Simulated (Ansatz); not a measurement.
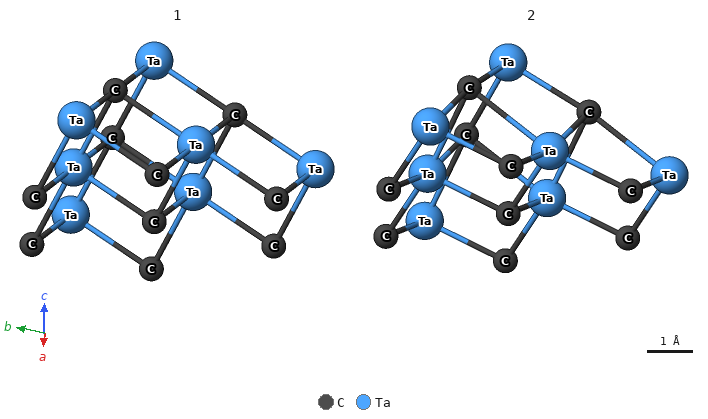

Two geometries of a slab of composition Ta₅C₆ (cut from the Fm-3m phase), drawn at one scale. One is the start of a relaxation, the other its converged end. A ball-and-stick model of the atoms within 4.2 Å of the atom that moves most (axes of the 3 × 3 repeat of the cell, outlined in the plane, without the vacuum), seen from a free direction.

Level of theory: Ansatz 0.2.0, DFT r2SCAN, scalar-relativistic, plane waves, PAW. Set-up: plane-wave cutoff 500 eV; k-point mesh 12 × 12 × 1; occupations gaussian; smearing width 0.1 eV; no spin polarisation; dipole correction; atoms relaxed in a fixed cell; force threshold 0.02 eV/Å; at most 60 steps.

**Which one is relaxed?**

Structure 2 is the relaxed one. Case: (1 1 1) slab, atoms relaxed. The slab is the (1 1 1) face of TaC. The largest moves, 0.19 Å, are those of C atoms. Largest moves by element: C 0.19 Å, Ta 0.15 Å. The cell stays as it was. Some distances before and after: C–Ta 2.231 → 2.052 Å, C–Ta 2.231 → 2.362 Å, Ta–Ta 3.155 → 3.243 Å, C–Ta 2.231 → 2.169 Å. Bond angles that change, for instance: Ta–C–Ta 90.0° → 100.5°. The energy falls by 1.382 eV per cell of the calculation in 4 accepted moves (5 points after the start). Largest force component: 4.1 eV/Å at the start, 0.012 eV/Å at the end. 1 step only repeated the SCF at the same geometry. Cost: 2.6 min on 2 threads of Intel(R) Xeon(R) Platinum 8259CL CPU @ 2.50GHz (Skylake/Cascade Lake), on a shared host, peak memory 1.2 GiB.
